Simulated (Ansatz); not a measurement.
## Single-point calculation of WS2 (part 2 of 2)

Continued. System: WS2 (R3m, 48 atoms in the cell). Method: DFT PBE, scalar-relativistic, plane waves, PAW, no spin polarisation (Ansatz 0.2.0); cutoff 420 eV, 2×1×1 k-mesh, Gaussian smearing of 0.05 eV. The structure derives from an entry of the Crystallography Open Database.

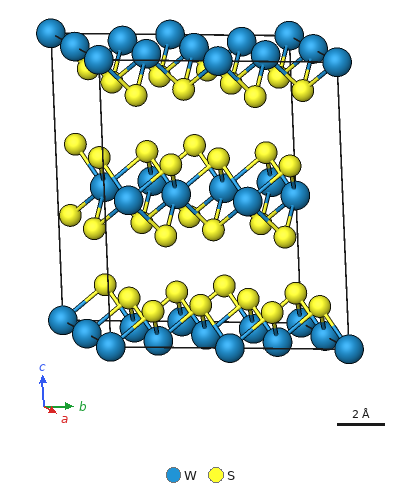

The structure (ball-and-stick view of the cell of the calculation, seen slightly off an axis). An atom can appear more than once, as a periodic image.

### Log, continued
```
--- Forces (eV/Å), atoms counted from 1 ---
  atom   1  W     -0.01229934     0.00988308     0.61181202
  atom   2  W     -0.01229934     0.00988308     0.61181202
  atom   3  W     -0.01229934     0.00988308     0.61181202
  atom   4  W     -0.01229934     0.00988308     0.61181202
  atom   5  W     -0.01229934     0.00988308     0.61181202
  atom   6  W     -0.01229934     0.00988308     0.61181202
  atom   7  W     -0.01229934     0.00988308     0.61181202
  atom   8  W     -0.01229934     0.00988308     0.61181202
  atom   9  W     -0.01229934     0.00988308     0.61181202
  atom  10  W     -0.01229934     0.00988308     0.61181202
  atom  11  W     -0.01229934     0.00988308     0.61181202
  atom  12  W     -0.01229934     0.00988308     0.61181202
  atom  13  W     -0.01229934     0.00988308     0.61181202
  atom  14  W     -0.01229934     0.00988308     0.61181202
  atom  15  W     -0.01229934     0.00988308     0.61181202
  atom  16  W     -0.01229934     0.00988308     0.61181202
  atom  17  S      0.01303940     0.00743918    -0.52453767
  atom  18  S      0.01303940     0.00743918    -0.52453767
  atom  19  S      0.01303940     0.00743918    -0.52453767
  atom  20  S      0.01303940     0.00743918    -0.52453767
  atom  21  S      0.01303940     0.00743918    -0.52453767
  atom  22  S      0.01303940     0.00743918    -0.52453767
  atom  23  S      0.01303940     0.00743918    -0.52453767
  atom  24  S      0.01303940     0.00743918    -0.52453767
  atom  25  S      0.01303940     0.00743918    -0.52453767
  atom  26  S      0.01303940     0.00743918    -0.52453767
  atom  27  S      0.01303940     0.00743918    -0.52453767
  atom  28  S      0.01303940     0.00743918    -0.52453767
  atom  29  S      0.01303940     0.00743918    -0.52453767
  atom  30  S      0.01303940     0.00743918    -0.52453767
  atom  31  S      0.01303940     0.00743918    -0.52453767
  atom  32  S      0.01303940     0.00743918    -0.52453767
  atom  33  S     -0.00074109    -0.01732120    -0.08725858
  atom  34  S     -0.00074109    -0.01732120    -0.08725858
  atom  35  S     -0.00074109    -0.01732120    -0.08725858
  atom  36  S     -0.00074109    -0.01732120    -0.08725858
  atom  37  S     -0.00074109    -0.01732120    -0.08725858
  atom  38  S     -0.00074109    -0.01732120    -0.08725858
  atom  39  S     -0.00074109    -0.01732120    -0.08725858
  atom  40  S     -0.00074109    -0.01732120    -0.08725858
  atom  41  S     -0.00074109    -0.01732120    -0.08725858
  atom  42  S     -0.00074109    -0.01732120    -0.08725858
  atom  43  S     -0.00074109    -0.01732120    -0.08725858
  atom  44  S     -0.00074109    -0.01732120    -0.08725858
  atom  45  S     -0.00074109    -0.01732120    -0.08725858
  atom  46  S     -0.00074109    -0.01732120    -0.08725858
  atom  47  S     -0.00074109    -0.01732120    -0.08725858
  atom  48  S     -0.00074109    -0.01732120    -0.08725858
  max |Σ_I F_I| component: 2.52e-4 eV/Å
--- Band table (eV) ---
  k-point 0: bands = ["-62.8193", "-62.8193", "-62.8098", "-62.8098", "-62.8098", "-62.8098", "-62.8004", "-62.8004", "-62.8004", "-62.8004", "-62.8004", "-62.8004", "-62.8004", "-62.8004", "-62.8004", "-62.8004", "-27.3205", "-27.3205", "-27.3031", "-27.3031", "-27.3031", "-27.3031", "-27.2303", "-27.2303", "-27.2303", "-27.2303", "-27.1420", "-27.1420", "-27.1419", "-27.1419", "-27.1211", "-27.1210", "-27.1123", "-27.1123", "-27.1123", "-27.1123", "-27.0871", "-27.0871", "-27.0871", "-27.0871",
      "-27.0530", "-27.0530", "-27.0530", "-27.0530", "-27.0530", "-27.0530", "-27.0530", "-27.0530", "-27.0529", "-27.0529", "-27.0370", "-27.0370", "-27.0369", "-27.0369", "-27.0196", "-27.0196", "-26.9770", "-26.9770", "-26.9770", "-26.9770", "-26.9578", "-26.9578", "-26.9339", "-26.9339", "-3.9182", "-3.6961", "-2.9531", "-2.9531", "-2.7522", "-2.7522", "-2.3478", "-1.9369", "-1.9369", "-1.9219", "-1.6911", "-1.6911", "-1.6575", "-1.6349", "-1.6349", "-1.6221",
      "-1.6221", "-1.6215", "-1.6215", "-1.6115", "-1.6115", "-1.5702", "-1.4077", "-1.3680", "-1.3680", "-1.3483", "-1.3483", "-1.3472", "-1.3472", "-1.3031", "-1.2777", "-1.2777", "4.0954", "4.4033", "4.4698", "4.4698", "4.4714", "4.4714", "4.5426", "5.0823", "5.0823", "5.1244", "5.2054", "5.2054", "5.3090", "5.3090", "5.7026", "5.7080", "5.7080", "5.7158", "5.7158", "5.7933", "5.7933", "5.7944", "5.7944", "5.8334",
      "5.8334", "5.8782", "6.4496", "6.5214", "6.5214", "6.5804", "6.5804", "6.5843", "6.5843", "6.6081", "6.6081", "6.7375", "6.7375", "6.7466", "6.8156", "6.8156", "6.8841", "6.8841", "7.3576", "7.3576", "7.3837", "7.3837", "7.5887", "7.6279", "7.6279", "7.6327", "7.6327", "7.6680", "7.6680", "7.6697", "7.6967", "7.6967", "7.7626", "7.7626", "7.9161", "8.1892", "8.1912", "8.2048", "8.2069", "8.3576",
      "8.3576", "8.3821", "8.3821", "8.5837", "8.8813", "8.8813", "8.8824", "8.8824", "9.0723", "9.0723", "9.1000", "9.1000", "9.1027", "9.1027", "9.1273", "9.1273", "9.1356", "9.1356", "9.1840", "9.4563", "9.4645", "9.4888", "9.4971", "9.7372", "9.7957", "9.7957", "9.8351", "9.8351", "9.8365", "9.8365", "9.9325", "10.0321", "10.1378", "10.1378", "10.1399", "10.1399", "10.1835", "10.2046", "10.2046", "10.2097",
      "10.2377", "10.2377", "10.4557", "10.4557", "10.4882", "10.4882", "10.5579", "11.7661", "13.0731", "13.0731", "13.2898", "13.2898", "13.6383", "13.6383", "13.7018", "13.7018", "13.7421", "13.7421", "13.9435", "13.9483", "13.9554", "13.9554", "14.0090", "14.0286", "14.0286", "14.0289", "14.0289", "14.0536", "14.0546", "14.0584", "14.1333", "14.1357", "14.2795", "14.2795", "14.2894", "14.2911", "14.3697", "14.3968", "14.3968", "14.4346",
      "14.4346"]
  k-point 1: bands = ["-62.8118", "-62.8118", "-62.8118", "-62.8118", "-62.8051", "-62.8051", "-62.8051", "-62.8051", "-62.8051", "-62.8051", "-62.8051", "-62.8051", "-62.7984", "-62.7984", "-62.7984", "-62.7984", "-27.2574", "-27.2574", "-27.2574", "-27.2574", "-27.2022", "-27.2022", "-27.2022", "-27.2022", "-27.2022", "-27.2022", "-27.2022", "-27.2022", "-27.1314", "-27.1314", "-27.1314", "-27.1314", "-27.0943", "-27.0943", "-27.0942", "-27.0942", "-27.0744", "-27.0744", "-27.0744", "-27.0744",
      "-27.0701", "-27.0701", "-27.0701", "-27.0701", "-27.0701", "-27.0701", "-27.0701", "-27.0701", "-27.0459", "-27.0459", "-27.0459", "-27.0459", "-27.0287", "-27.0287", "-27.0287", "-27.0287", "-27.0286", "-27.0286", "-27.0286", "-27.0286", "-26.9980", "-26.9980", "-26.9980", "-26.9980", "-3.1672", "-3.1672", "-2.9691", "-2.9691", "-2.3802", "-2.3802", "-2.3684", "-2.3684", "-2.2200", "-2.2200", "-2.1985", "-2.1985", "-2.0189", "-2.0189", "-1.7032", "-1.7032",
      "-1.6985", "-1.6985", "-1.6733", "-1.6733", "-1.4771", "-1.4771", "-1.4612", "-1.4612", "-1.3611", "-1.3611", "-1.3478", "-1.3478", "-1.2069", "-1.2069", "-1.1917", "-1.1917", "4.9547", "4.9547", "5.2415", "5.2415", "5.2439", "5.2439", "5.2513", "5.2513", "5.2643", "5.2643", "5.3562", "5.3562", "5.3829", "5.3829", "5.5293", "5.5293", "5.5386", "5.5386", "5.8444", "5.8444", "6.2930", "6.2930", "6.3512", "6.3512",
      "6.3562", "6.3562", "6.4316", "6.4316", "6.6525", "6.6525", "6.6589", "6.6589", "6.7210", "6.7210", "6.7482", "6.7482", "6.7496", "6.7496", "6.7812", "6.7812", "6.7840", "6.7840", "6.8510", "6.8510", "7.1795", "7.1795", "7.2778", "7.2778", "7.3625", "7.3625", "7.3994", "7.3994", "7.4499", "7.4499", "7.6621", "7.6621", "7.7413", "7.7413", "7.7593", "7.7593", "7.7837", "7.7837", "7.8790", "7.8790",
      "8.1519", "8.1519", "8.2170", "8.2170", "8.7140", "8.7140", "8.7407", "8.7407", "8.7751", "8.7751", "8.7861", "8.7861", "8.8028", "8.8028", "8.8065", "8.8065", "8.8190", "8.8190", "8.8321", "8.8321", "9.3063", "9.3063", "9.3268", "9.3268", "9.5933", "9.5933", "9.6788", "9.6788", "9.6836", "9.6836", "10.1373", "10.1373", "10.1480", "10.1480", "10.1491", "10.1491", "10.1593", "10.1593", "10.1743", "10.1743",
      "10.4261", "10.4261", "10.5490", "10.5490", "10.8825", "10.8825", "10.9130", "10.9130", "12.9146", "12.9146", "13.0015", "13.0015", "13.0153", "13.0153", "13.2431", "13.2432", "13.2432", "13.2432", "13.4619", "13.4619", "13.4982", "13.4982", "13.5776", "13.5776", "13.7733", "13.7733", "13.8376", "13.8376", "14.0136", "14.0136", "14.0256", "14.0256", "14.1403", "14.1403", "14.1411", "14.1411", "14.1770", "14.1770", "14.2112", "14.2112",
      "14.3646"]
```

### Results in brief

```json
{"quantity": "outcome", "value": "converged"}
{"quantity": "space group (tolerance 0.01 Å)", "value": "R3m (160)"}
{"quantity": "electrons treated", "value": "416"}
{"quantity": "free energy", "value": "−195061.0690 eV"}
{"quantity": "Fermi energy", "value": "12.340 eV"}
{"quantity": "gap on the k-point mesh", "value": "1.15 eV"}
{"quantity": "largest force (length of the vector)", "value": "0.612 eV/Å"}
{"quantity": "hardware", "value": "4 threads of Arm Neoverse V2, 24 GiB of memory available, shared host"}
{"quantity": "wall time", "value": "6.3 s (CPU time 24 s)"}
{"quantity": "peak memory", "value": "2.2 GiB"}
```

### Notes

The program warns: the structure was made exactly symmetric. Spin–orbit coupling is left out, which matters for W.
